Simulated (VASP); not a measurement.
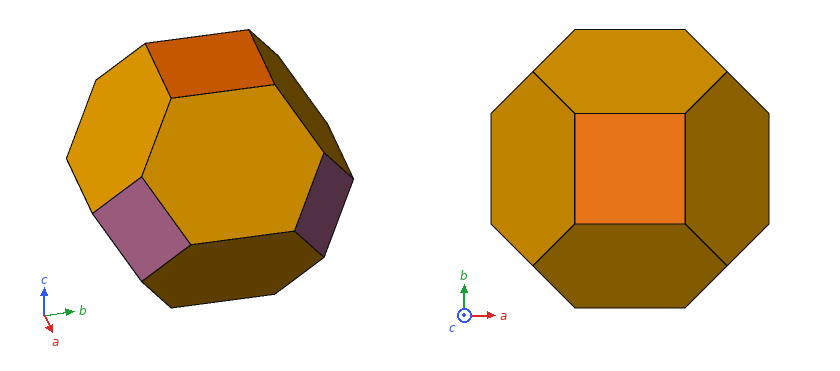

Two views of one computed crystal shape (BFDH rule; symmetry-equivalent faces share a colour; the right view looks down the c axis). A face and its opposite count as equivalent. Forms under 0.4 % of the area are left out.

Question: Which crystal system and Laue class does the shape show?

Answer: Tetragonal, Laue class 4/mmm. A BFDH shape is always centrosymmetric and shows few forms, so it can't tell the point group within that class, and the other Laue class of the same system could look alike. It was computed for In in I4/mmm, with forms {101}, {110} and {002}.

Origin: an entry of the Crystallography Open Database, as set up for an electronic-structure calculation.
